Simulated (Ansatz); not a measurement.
Consider Si₃₂N (cell charge +1, with a compensating background) (cell with a defect).

Input file:

```
crystal:
  lattice:
    - [5.4338341026, 5.4338341026, -5.4338341026]
    - [-5.4338341026, -5.4338341026, -5.4338341026]
    - [-5.4338341026, 5.4338341026, 5.4338341026]
  atoms:
    - { symbol: Si, position: [0.2125479655, 0.5052455487, 0.0068513157] }
    - { symbol: Si, position: [0.499226091, 0.2560297979, 0.0013417128] }
    - { symbol: Si, position: [0.7555126813, -0.0003087402, 0.0013036622] }
    - { symbol: Si, position: [0.7554951687, 0.5012619678, 0.4997058095] }
    - { symbol: Si, position: [0.0044435627, 0.5075858998, 0.2110058137] }
    - { symbol: Si, position: [0.2522687631, 0.228900003, 0.2527722929] }
    - { symbol: Si, position: [0.4967636841, -0.0028337851, 0.2414547699] }
    - { symbol: Si, position: [0.7284513488, 0.7526859111, 0.2527904101] }
    - { symbol: Si, position: [0.0066992799, 0.7133318895, 0.0063165764] }
    - { symbol: Si, position: [0.4992170481, 0.5012358227, 0.7559859231] }
    - { symbol: Si, position: [0.7307344243, 0.2303831731, 0.7306338912] }
    - { symbol: Si, position: [0.0007567423, 0.2559951686, 0.4996920777] }
    - { symbol: Si, position: [0.2409776191, -0.0027870609, 0.4972525433] }
    - { symbol: Si, position: [0.4966836715, 0.7414972348, 0.4972411918] }
    - { symbol: Si, position: [0.0008121455, -0.0003708108, 0.755976134] }
    - { symbol: Si, position: [0.2521845288, 0.7526129028, 0.7288832652] }
    - { symbol: Si, position: [0.2595846997, 0.7574259463, -0.019015814] }
    - { symbol: Si, position: [0.4807927554, 0.5026508941, 0.002641185] }
    - { symbol: Si, position: [0.7456037232, 0.2465203243, -0.0068505502] }
    - { symbol: Si, position: [0.7505851849, 0.7510396054, 0.5067207007] }
    - { symbol: Si, position: [-0.022394171, 0.7590446511, 0.2577185911] }
    - { symbol: Si, position: [0.2559411504, 0.4795684213, 0.2607726666] }
    - { symbol: Si, position: [0.5062291437, 0.2511052876, 0.2511157938] }
    - { symbol: Si, position: [0.7507020484, 0.0066480359, 0.2511026015] }
    - { symbol: Si, position: [0.002171697, -0.0186779293, 0.002662604] }
    - { symbol: Si, position: [0.5061959287, 0.7510577147, 0.7511517494] }
    - { symbol: Si, position: [0.7465188757, 0.4933071023, 0.7456743812] }
    - { symbol: Si, position: [0.0020810818, 0.5025806818, 0.4811481701] }
    - { symbol: Si, position: [0.2505448218, 0.2511353377, 0.5067062914] }
    - { symbol: Si, position: [0.4800089577, -0.019479059, 0.4805015829] }
    - { symbol: Si, position: [-0.0119208248, 0.2453265948, 0.7466679175] }
    - { symbol: Si, position: [0.2506483315, 0.0066454565, 0.7511901972] }
    - { symbol: "N", position: [0.112503425, 0.6119779564, 0.1104989252] }
  host:
    lattice:
      - [0.0, 2.7169170513, 2.7169170513]
      - [2.7169170513, 0.0, 2.7169170513]
      - [2.7169170513, 2.7169170513, 0.0]
    atoms:
      - { symbol: Si, position: [0.25, 0.25, 0.25] }
      - { symbol: Si, position: [0.0, 0.0, 0.0] }
total_charge: 1
basis:
  ecutwfc: 420
  xc_grid: 2
kpoints:
  mp_grid: { grid: [3, 3, 3], shift: [0.0, 0.0, 0.0] }
hamiltonian:
  xc: pbesol
scf:
  occupations: { method: gaussian, width: 0.02 }
output:
  forces: true
  stress: false
  eigenvalues: true
  charged_corrections:
    defect_position: [0.0, 0.5, 0.0]
    epsilon: [[13.2922, 0.0, 0.0], [0.0, 13.2922, 0.0], [0.0, 0.0, 13.2922]]
  write_density: true
  write_potential: true
  elf: true
  volumetric_format: npy
relax:
  adjacent_minimum: "off"
  f_tol: 0.025
  max_steps: 45
```

Launched as:

```sh
ansatz run input.yaml --threads 4 --pin off --max-ram 10240MiB --backend cpu --events-out ev --progress --plain --runs-dir out
```

The fields are those of the run's last geometry, not of the input's.

Level of theory: Ansatz 0.2.0, DFT PBEsol, scalar-relativistic, plane waves, PAW.

Q: What can the converged valence pseudo-density and electron localisation function tell about the bonding?

A: Si–N (1.89 Å): ρ is about 0.79 e/Å³ halfway; the ELF peaks at about 0.85 between the atoms.
Si–Si (2.30 Å): ρ is about 0.6 e/Å³ halfway; the ELF peaks at about 0.95 between the atoms.
Si–Si (2.35 Å): ρ at the midpoint is about 0.58 e/Å³; the ELF peaks at about 0.95 between the atoms.
Si–Si (2.35 Å): the density is about 0.56 e/Å³ at the midpoint; the ELF peaks at about 0.95 between the atoms.

Q: Does the calculation give a band gap?

A: It is gapless in this calculation (a metal or semimetal).

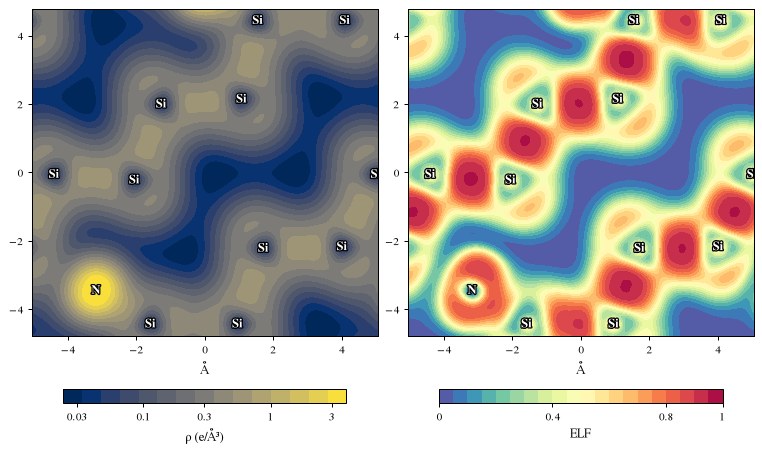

Computed valence pseudo-density and electron localisation function on the (11̄0) plane of the calculation cell, in this order. 

The density is the valence pseudo-density of a PAW calculation; it isn't the true density close to the nuclei.
